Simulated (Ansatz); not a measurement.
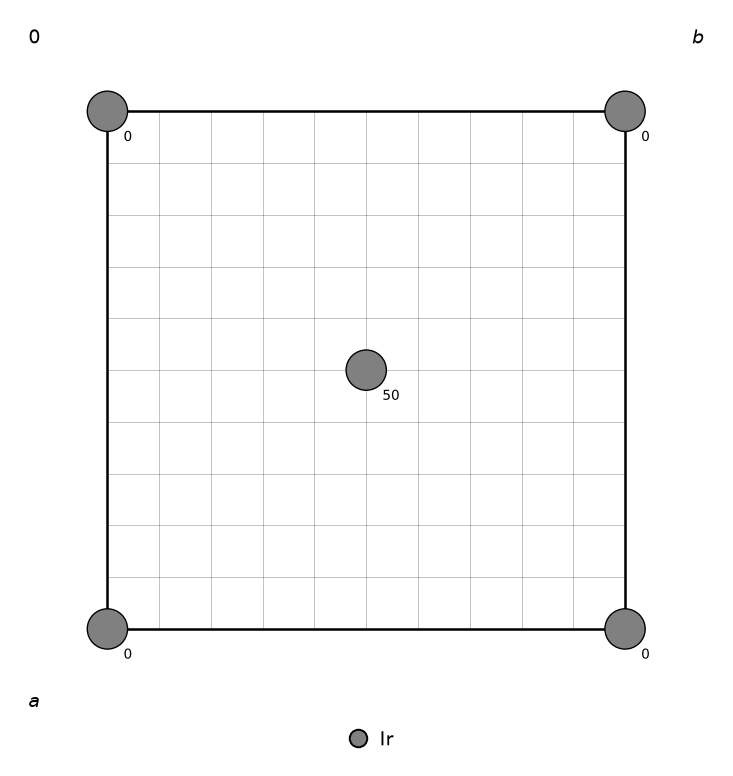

Plan of a unit cell projected along c (a down the page, b across); the numbers are heights in hundredths of c, and atoms on the cell's edges are repeated. The grid marks tenths of a and b. Source: the input geometry of an electronic-structure calculation (not necessarily at equilibrium); the starting structure was generated, so it need not be a known form of this composition. Symmetry computed with spglib at a tolerance of 0.002 Å; standard conventional cell.

a = 3.048 Å, b = 3.048 Å, c = 3.048 Å, α = 90.00°, β = 90.00°, γ = 90.00°.

### What does the cell contain?

2 Ir: Ir, Z = 2.

### Which space group?

Im-3m (No. 229), body-centred cubic.

### Give the fractional coordinates of all atoms, to two places.

```
atom     x     y     z
  Ir  0.00  0.00  0.00
  Ir  0.50  0.50  0.50
```
